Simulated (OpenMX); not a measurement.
## Energy of W along an even scaling of the cell

System: W (1 atom in the cell).
Method: Kohn-Sham DFT of a periodic cell, PBE, OpenMX 2013 PBE set, no spin polarisation (OpenMX 3.8.5).

The 7 runs differ only in the geometry, by an even scaling of the cell at fixed fractional positions. The structure derives from an entry of the Crystallography Open Database.

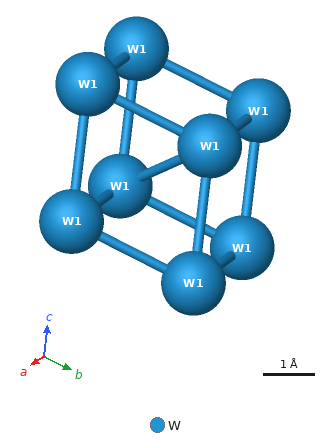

Figure 1. The structure of run 4 (ball-and-stick view of the cell of the calculation, seen slightly off an axis; atoms are numbered from 1 in the order of the input). An atom can appear more than once, as a periodic image.

## Input of run 4
```
System.CurrrentDirectory             ./
System.Name                          W
DATA.PATH                            ./DFT_DATA13
level.of.stdout                      1
level.of.fileout                     0
Species.Number                       1
<Definition.of.Atomic.Species
  W   W7.0-s3p2d2            W_PBE13
Definition.of.Atomic.Species>

Atoms.Number                         1
Atoms.SpeciesAndCoordinates.Unit     FRAC
<Atoms.SpeciesAndCoordinates
    1  W     0.0000000000    0.0000000000    0.0000000000   6.000  6.000
Atoms.SpeciesAndCoordinates>

Atoms.UnitVectors.Unit               Ang
<Atoms.UnitVectors
    -1.5823450000    1.5823450000    1.5823450000
     1.5823450000   -1.5823450000    1.5823450000
     1.5823450000    1.5823450000   -1.5823450000
Atoms.UnitVectors>

scf.XcType                           GGA-PBE
scf.SpinPolarization                 off
scf.ElectronicTemperature            580.226
scf.energycutoff                     400.0
scf.maxIter                          100
scf.EigenvalueSolver                 band
scf.Kgrid                            13 13 13
scf.Mixing.Type                      rmm-diisk
scf.Init.Mixing.Weight               0.05
scf.Min.Mixing.Weight                0.001
scf.Max.Mixing.Weight                0.3
scf.Mixing.History                   25
scf.Mixing.StartPulay                8
scf.criterion                        1.0e-8
scf.stress.tensor                    on
MD.Type                              nomd
Band.dispersion                      on
Band.Nkpath                          6
<Band.kpath
   13   0.000000  0.000000  0.000000    0.500000 -0.500000  0.500000  G H
    9   0.500000 -0.500000  0.500000    0.000000  0.000000  0.500000  H N
    9   0.000000  0.000000  0.500000    0.000000  0.000000  0.000000  N G
   11   0.000000  0.000000  0.000000    0.250000  0.250000  0.250000  G P
   11   0.250000  0.250000  0.250000    0.500000 -0.500000  0.500000  P H
    6   0.250000  0.250000  0.250000    0.000000  0.000000  0.500000  P N
Band.kpath>
```

Command:
```bash
openmx W.dat -nt 1 > W.std
```

Run 5 has the same physical settings and fractional positions; its lattice vectors (Å) are:
```
  -1.592824    1.592824    1.592824
   1.592824   -1.592824    1.592824
   1.592824    1.592824   -1.592824
```

## Results, with one run withheld

```csv
run,volume per atom (Å³),"free energy per atom, from the lowest run given (meV)"
1,14.897,143.94
2,15.214,84.22
3,15.531,41.65
4,15.848,14.30
5,16.165,?
6,16.482,0.00
7,16.798,10.15
```

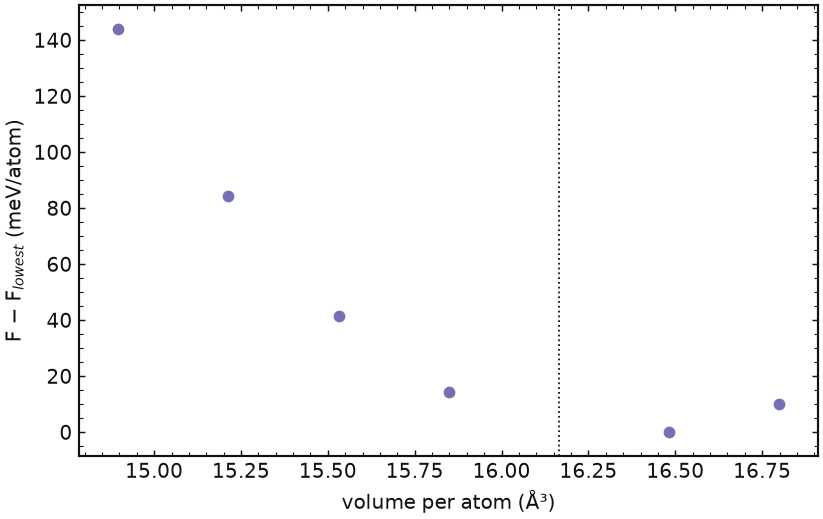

Figure 2. Free energy per atom of the runs given; the dotted line marks run 5.

Estimate the energy of run 5 from the others.

A cubic polynomial in V^(−2/3) (the Birch–Murnaghan form), fitted to the 6 runs given, misses them by at most 0.05 meV per atom. With x = V^(−2/3) − 0.15901 Å⁻², it reads F = 19.635 + 11022 x + 1.4744e+06 x² + 1.8354e+06 x³ (meV per atom). At run 5 it gives 0.93 meV per atom, and the run itself gives 1.02. The fit has its minimum at 16.348 Å³ per atom, where V d²F/dV² gives 305 GPa: the bulk modulus at this level, since symmetry fixes the shape and the positions.

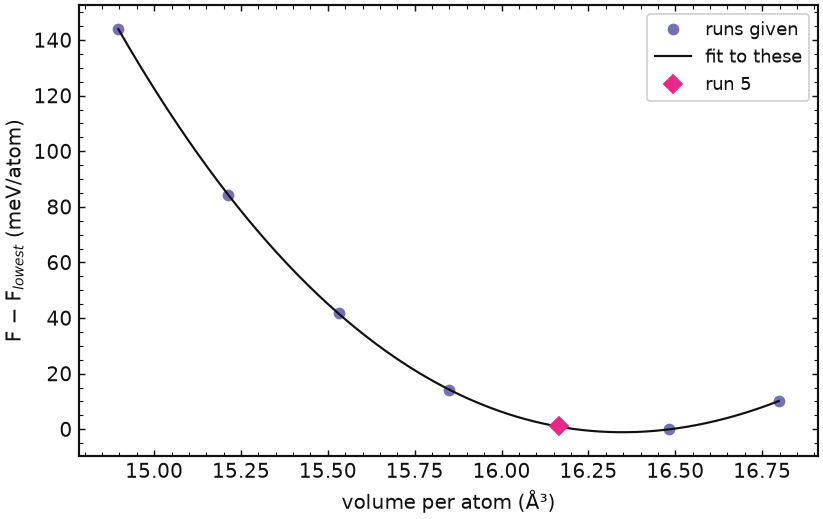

Figure 3. The fit and the withheld run.

## Some lines of the output (run 5)
```
[...]
  Cell_Volume =    109.083787245935 (Bohr^3)
        Total energy (Hartree) at MD = 1
   kloop=0
   kloop=1
   kloop=1098
```

Notes: Spin–orbit coupling is left out, which matters for W. With a small basis of atomic orbitals these values can differ much from converged plane-wave results.
